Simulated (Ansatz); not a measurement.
**Two runs on Al**

System: Al (P1, 8 atoms in the cell).
Method of run A: DFT PBEsol+D3(BJ), scalar-relativistic, plane waves, PAW, no spin polarisation (Ansatz 0.2.0).

The structure derives from an entry of the Crystallography Open Database. Text and figures count atoms from 1; the logs count them from 0 in places.

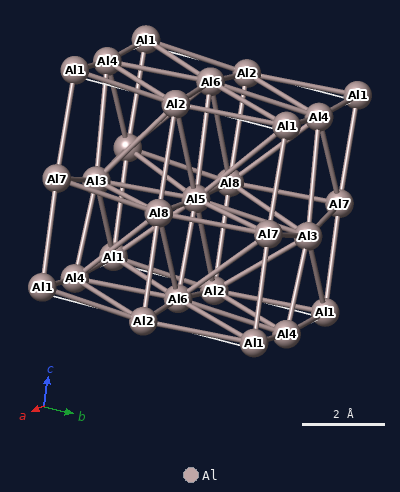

Fig. 1: The structure as given in the input (ball-and-stick view of the cell of the calculation, set on other vectors, seen slightly off an axis; atoms are numbered from 1 in the order of the input). An atom can appear more than once, as a periodic image.

## Input, run A
```yaml
crystal:
  lattice:
    - [-3.9822907533, 3.840433734, -0.0211637732]
    - [-4.1085101765, -0.1473831964, 4.1747710535]
    - [-0.0564937, 3.7627762608, 3.9708941571]
  atoms:
    - { symbol: Al, position: [0.0220416814, -0.0357937732, -0.0053391226] }
    - { symbol: Al, position: [0.4855537795, 0.00993141, 0.0089816186] }
    - { symbol: Al, position: [0.0257296093, 0.550299736, -0.0328125136] }
    - { symbol: Al, position: [-0.0105209594, 0.012996296, 0.5221140407] }
    - { symbol: Al, position: [0.4978284873, 0.5100430181, -0.0151525191] }
    - { symbol: Al, position: [0.4863111075, -0.0275655792, 0.5164663121] }
    - { symbol: Al, position: [0.0096166014, 0.4679064325, 0.5027456894] }
    - { symbol: Al, position: [0.483439693, 0.5121824598, 0.5029964946] }
basis:
  ecutwfc: 420
kpoints:
  mp_grid: { grid: [14, 14, 14] }
hamiltonian:
  xc: pbesol
  dispersion: d3bj
scf:
  occupations: { method: gaussian, width: 0.15 }
output:
  forces: true
  stress: true
  eigenvalues: true
```

Command:
```bash
ansatz run input.yaml --threads 1 --pin off --max-ram 2560MiB --backend cpu --events-out ev --progress --plain --runs-dir out
```

Hardware: 1 thread of Intel Xeon (Granite Rapids), 32 GiB of memory available, shared host.

## Output, shortened to warnings, some set-up lines, iterations and results (run A)
```
Basis set: ecut = 420 eV, 2483 PW (Γ), exchange–correlation on 80×80×80 points (8 copies of the dense FFT grid, shifted against one another)
Symmetry: 1 space group operations
k-points: 1376 of 2744 (time reversal used)
Initial density: superposition of atomic densities (neutral atoms: chi_scale 0, normalization atom), corrected by the library's trained network
[...]
SCF iter   1: F=—  HF=-4198.073866 eV  |F-HF|=—  |Δ(HF+E_count)|=         —  Δρ=1.13e-3  dr2=1.88e-3  ethr=1.77e-3  ⟨swp⟩=6.7  Hψ=163544  notcnv=0  defer=9
SCF iter   2: F=—  HF=-4198.073826 eV  |F-HF|=—  |Δ(HF+E_count)|=   3.92e-5  Δρ=6.57e-4  dr2=5.12e-4  ethr=7.83e-6  ⟨swp⟩=1.9  Hψ=43495  notcnv=0  defer=9
SCF iter   3: F=—  HF=-4198.073771 eV  |F-HF|=—  |Δ(HF+E_count)|=   5.58e-5  Δρ=9.53e-5  dr2=1.58e-5  ethr=2.13e-6  ⟨swp⟩=1.9  Hψ=34933  notcnv=0  defer=9
SCF iter   4: F=—  HF=-4198.073765 eV  |F-HF|=—  |Δ(HF+E_count)|=   5.76e-6  Δρ=2.22e-5  dr2=7.77e-7  ethr=6.58e-8  ⟨swp⟩=2.1  Hψ=40285  notcnv=0  defer=9
SCF iter   5: F=-4198.073765 eV  HF=-4198.073765 eV  |F-HF|=5.20e-9  |Δ(HF+E_count)|=   2.26e-7  Δρ=2.84e-6  dr2=1.18e-8  ethr=3.24e-9  ⟨swp⟩=2.4  Hψ=41496  notcnv=0  defer=9
SCF iter   6: F=-4198.073765 eV  HF=-4198.073765 eV  |F-HF|=9.19e-11  |Δ(HF+E_count)|=   3.17e-9  Δρ=3.80e-7  dr2=2.20e-10  ethr=4.90e-11  ⟨swp⟩=5.9  Hψ=106691  notcnv=0
SCF 1 converged in 6 iterations: F = -4198.073765 eV  dr2 = 2.20e-10
SCF converged after 6 iterations
Free energy (F): -4198.073765 eV
Harris-Foulkes:  -4198.073765 eV  (|F-HF|=9.19e-11)
Internal energy: -4198.037973 eV  (E = F + TS)
E sigma→0 (E₀):  -4198.055869 eV
Entropy (-TS):   -0.035792 eV (-4.474 meV/atom)
Fermi energy:    8.252400 eV
--- Per-component energies (eV) ---
  E_band       = 88.751030
  E_kinetic    = 190.003836
  E_local      = 71.098402  (includes V_loc(G=0)·N_el)
  E_nonlocal   = 85.112052
  E_hartree    = 4.690598
  E_xc         = -318.072367
  E_vxc        = -236.829005  (∫ρ·V_xc dr)
  E_paw        = -3638.899712  (= ΣΔE_a)
  E_vpaw       = -30.015444  (= ΣTr[D̂ρ^β])
  E_aug_tail   = -0.000020  (compensation charges beyond the density's cutoff)
  E_ewald      = -589.481815
  E_disp       = -2.642059  (pairwise vdW)
  E_core_change = 0.153112  (= ΣΔE_core)
  E_smearing   = -0.035792  (= −TS)
  E_closure    = 0.000000  (closes the sum)
  Σ components = -4198.073765   (vs F -4198.073765, Δ=0.00e0)
--- Forces (eV/Å), atoms counted from 1 ---
  atom   1  Al    -0.31888780     0.33704153     2.15179615
  atom   2  Al    -0.00807680    -0.20844994    -0.09814529
  atom   3  Al     2.35194519    -0.28237320    -0.60985581
  atom   4  Al     0.07081704    -1.73739462    -0.86985177
  atom   5  Al    -0.20655816     1.62835125    -0.09730210
  atom   6  Al    -1.44347294     0.24788990    -0.09923530
  atom   7  Al    -0.27494386     0.11989513     0.64368914
  atom   8  Al    -0.17082237    -0.10495991    -1.02109480
  max |Σ_I F_I| component: 3.08e-7 eV/Å
--- Stress (GPa, compression-positive) ---
        2.155276      -0.303472       0.352378
       -0.303472       3.219938       2.393537
        0.352378       2.393537       1.043474
  P = ⅓ Tr σ = 2.1396 GPa (21.396 kbar)
```

The input of run B differs as follows (lines with − go, lines with + come):
```diff
-    - [-3.9822907533, 3.840433734, -0.0211637732]
-    - [-4.1085101765, -0.1473831964, 4.1747710535]
-    - [-0.0564937, 3.7627762608, 3.9708941571]
+    - [-4.1750488928, 3.8593309638, -0.0109500784]
+    - [-4.4457260725, -0.2816272581, 3.8251414887]
+    - [0.0872594233, 3.9356403087, 3.6307736539]
-    - { symbol: Al, position: [0.0220416814, -0.0357937732, -0.0053391226] }
-    - { symbol: Al, position: [0.4855537795, 0.00993141, 0.0089816186] }
-    - { symbol: Al, position: [0.0257296093, 0.550299736, -0.0328125136] }
-    - { symbol: Al, position: [-0.0105209594, 0.012996296, 0.5221140407] }
-    - { symbol: Al, position: [0.4978284873, 0.5100430181, -0.0151525191] }
-    - { symbol: Al, position: [0.4863111075, -0.0275655792, 0.5164663121] }
-    - { symbol: Al, position: [0.0096166014, 0.4679064325, 0.5027456894] }
-    - { symbol: Al, position: [0.483439693, 0.5121824598, 0.5029964946] }
+    - { symbol: Al, position: [-0.0079253438, 0.0415740088, -0.0177848421] }
+    - { symbol: Al, position: [0.4821777376, -0.0096093793, 0.0212368255] }
+    - { symbol: Al, position: [0.0018115696, 0.5079398041, -0.0098773308] }
+    - { symbol: Al, position: [0.0045008523, -0.0235167342, 0.5036450935] }
+    - { symbol: Al, position: [0.5010361202, 0.4424944581, 0.0192314262] }
+    - { symbol: Al, position: [0.4861660544, 0.0399395279, 0.5139511163] }
+    - { symbol: Al, position: [0.0303022849, 0.4952225466, 0.4689054269] }
+    - { symbol: Al, position: [0.5019307248, 0.505955768, 0.5006922845] }
+  write_density: true
+  write_potential: true
+  elf: true
+  volumetric_format: npy
```

Predict how the results change.

With the same functional and potentials, run B lies 4.8 meV per atom higher. The pressure goes from 2.14 to 0.12 GPa. The largest force goes from 2.446 to 1.452 eV/Å. The volume per atom goes from 15.87 to 16.36 Å³. The number of SCF iterations is the same. The plane waves at Γ go from 2483 to 2571.

## Output, shortened to warnings, some set-up lines, iterations and results (run B)
```
Basis set: ecut = 420 eV, 2571 PW (Γ), exchange–correlation on 80×80×72 points (8 copies of the dense FFT grid, shifted against one another)
Symmetry: 1 space group operations
k-points: 1376 of 2744 (time reversal used)
Initial density: superposition of atomic densities (neutral atoms: chi_scale 0, normalization atom), corrected by the library's trained network
[...]
SCF iter   1: F=—  HF=-4198.035708 eV  |F-HF|=—  |Δ(HF+E_count)|=         —  Δρ=1.24e-3  dr2=2.81e-3  ethr=1.77e-3  ⟨swp⟩=6.8  Hψ=165505  notcnv=0  defer=9
SCF iter   2: F=—  HF=-4198.035666 eV  |F-HF|=—  |Δ(HF+E_count)|=   4.21e-5  Δρ=7.34e-4  dr2=8.55e-4  ethr=1.17e-5  ⟨swp⟩=1.8  Hψ=42208  notcnv=0  defer=9
SCF iter   3: F=—  HF=-4198.035538 eV  |F-HF|=—  |Δ(HF+E_count)|=   1.28e-4  Δρ=7.74e-5  dr2=1.04e-5  ethr=3.56e-6  ⟨swp⟩=2.3  Hψ=39370  notcnv=0  defer=9
SCF iter   4: F=—  HF=-4198.035532 eV  |F-HF|=—  |Δ(HF+E_count)|=   5.46e-6  Δρ=2.36e-5  dr2=8.49e-7  ethr=4.33e-8  ⟨swp⟩=2.0  Hψ=40687  notcnv=0  defer=9
SCF iter   5: F=-4198.035532 eV  HF=-4198.035532 eV  |F-HF|=2.39e-9  |Δ(HF+E_count)|=   1.96e-7  Δρ=2.71e-6  dr2=9.59e-9  ethr=3.54e-9  ⟨swp⟩=2.1  Hψ=39809  notcnv=0  defer=9
SCF iter   6: F=-4198.035532 eV  HF=-4198.035532 eV  |F-HF|=4.46e-11  |Δ(HF+E_count)|=   1.64e-9  Δρ=3.16e-7  dr2=1.45e-10  ethr=4.00e-11  ⟨swp⟩=8.9  Hψ=160360  notcnv=0
SCF 1 converged in 6 iterations: F = -4198.035532 eV  dr2 = 1.45e-10
SCF converged after 6 iterations
Free energy (F): -4198.035532 eV
Harris-Foulkes:  -4198.035532 eV  (|F-HF|=4.46e-11)
Internal energy: -4198.000267 eV  (E = F + TS)
E sigma→0 (E₀):  -4198.017899 eV
Entropy (-TS):   -0.035265 eV (-4.408 meV/atom)
Fermi energy:    7.898171 eV
--- Per-component energies (eV) ---
  E_band       = 83.356107
  E_kinetic    = 185.786927
  E_local      = 70.588661  (includes V_loc(G=0)·N_el)
  E_nonlocal   = 85.103767
  E_hartree    = 3.065608
  E_xc         = -316.303016
  E_vxc        = -234.545243  (∫ρ·V_xc dr)
  E_paw        = -3638.537711  (= ΣΔE_a)
  E_vpaw       = -29.709201  (= ΣTr[D̂ρ^β])
  E_aug_tail   = -0.000019  (compensation charges beyond the density's cutoff)
  E_ewald      = -585.296799
  E_disp       = -2.560797  (pairwise vdW)
  E_core_change = 0.153112  (= ΣΔE_core)
  E_smearing   = -0.035265  (= −TS)
  E_closure    = 0.000000  (closes the sum)
  Σ components = -4198.035532   (vs F -4198.035532, Δ=0.00e0)
--- Forces (eV/Å), atoms counted from 1 ---
  atom   1  Al     0.38790635     0.62004602    -0.69444603
  atom   2  Al     0.03894088     0.51217645    -0.23207336
  atom   3  Al     0.03427637    -0.44222944     0.04854396
  atom   4  Al     0.06669969     0.03459029     0.41492125
  atom   5  Al    -1.06330509    -0.57660577     0.48314472
  atom   6  Al     0.34008712     0.26515540    -1.06281285
  atom   7  Al     0.72294905    -0.46846590     1.16862585
  atom   8  Al    -0.52755386     0.05533322    -0.12590381
  max |Σ_I F_I| component: 5.07e-7 eV/Å
--- Stress (GPa, compression-positive) ---
       -4.327387      -1.261293       2.011537
       -1.261293       1.276135       1.153024
        2.011537       1.153024       3.415925
  P = ⅓ Tr σ = 0.1216 GPa (1.216 kbar)
```

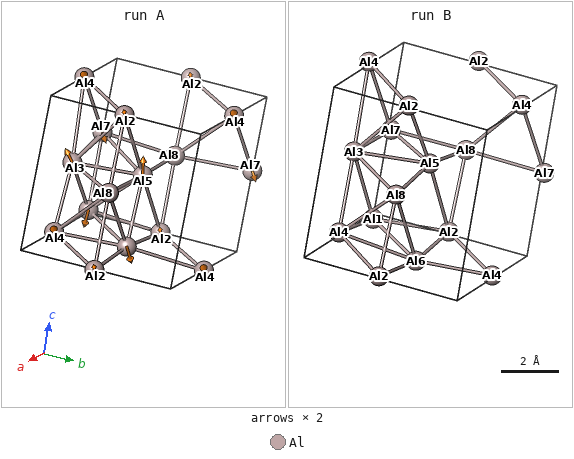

Fig. 2: The two input geometries at one scale (ball-and-stick view of the cell of the calculation, set on other vectors, seen slightly off an axis). The orange arrows on the first give the shifts of the atoms relative to the cell, with their mean removed, magnified 2 times. Al6 moves most relative to the cell: 0.39 Å. (The mean shift of all atoms is removed.) The drawn cell changes as follows: a 5.471 → 5.355 Å (−2.1 %), b 5.532 → 5.686 Å (+2.8 %), c 5.635 → 6.194 Å (+9.9 %), α 92.1° → 94.3°, β 116.3° → 119.4°, γ 118.8° → 119.1°; the volume changes by +3.1 %. Among the contacts that change: Al5–Al6 2.619 → 3.474 Å, Al1–Al3 2.495 → 3.088 Å, Al1–Al5 3.103 → 2.518 Å, Al1–Al7 2.828 → 3.219 Å.

## The two runs side by side

| quantity | run A | run B |
| --- | --- | --- |
| outcome | converged | converged |
| free energy per atom (eV) | −524.7592 | −524.7544 |
| energy per atom, smearing taken to zero (eV) | −524.7570 | −524.7522 |
| gap on the mesh (eV) | 0.00 | 0.00 |
| pressure (GPa) | 2.14 | 0.12 |
| volume per atom (Å³) | 15.87 | 16.36 |
| largest force (eV/Å) | 2.446 | 1.452 |
| SCF iterations | 6 | 6 |
| irreducible k-points | 1376 | 1376 |
| plane waves at Γ | 2483 | 2571 |
| wall time (shared host) | 2.2 min | 2.8 min |
